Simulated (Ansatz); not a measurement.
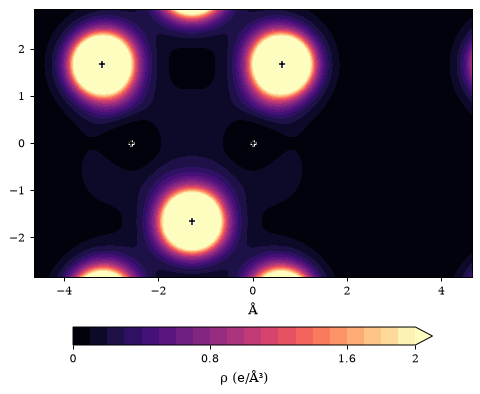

The valence electron density on a plane through atoms (crosses mark nuclei in the plane).

All numbers below come from Ansatz, DFT r2SCAN, scalar-relativistic, plane waves, PAW.

Candidates:
A. TaN, a = 4.40 Å, b = 4.40 Å, c = 4.40 Å, α = 90.00°, β = 90.00°, γ = 90.00°. Space group Fm-3m.
B. Al2O3, a = 2.88 Å, b = 2.88 Å, c = 8.59 Å, α = 90.00°, β = 90.00°, γ = 120.00°. Space group P-6m2; a structure from a database of computed crystals, not necessarily the ambient phase; changed on purpose from its base cell (strain +0.000 along x and y, -0.080 along z, atoms carried along); not relaxed (largest force 1.3 eV/Å); computed pressure about 4 GPa in this cell.

**Which candidate gave the map?**

Candidate B: Al2O3 on the (110) plane of the conventional cell, which holds Al and O. Al–O (1.78 Å): the density is about 0.77 e/Å³ at the midpoint.
